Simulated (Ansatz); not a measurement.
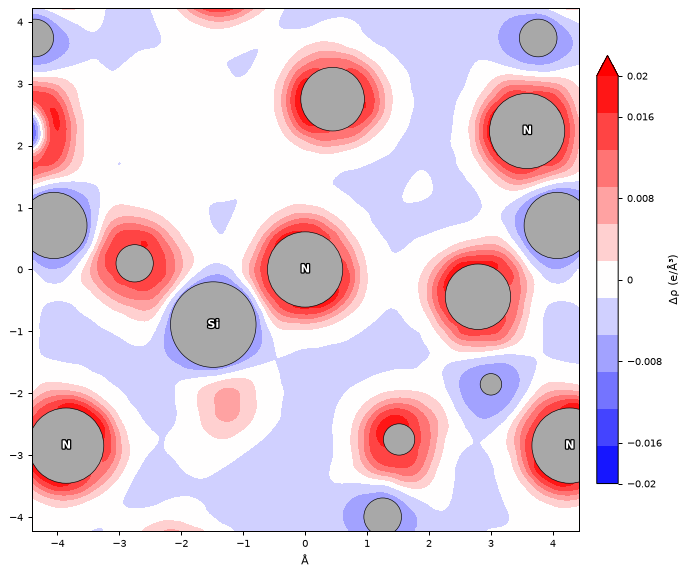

Si3N4. Difference of the valence pseudo-densities of two functionals at the same geometry, on the (111) plane of the calculation cell: one of LDA and PBE less the other.

Both computed with Ansatz (plane waves, PAW), on the same k-point mesh. Grey discs cover the atomic cores.

### Which was subtracted from which, and what does the map show?

It is PBE less LDA. Against LDA, PBE gives more density around N (+0.011 e/Å³ on average at 0.8 Å from the nucleus).
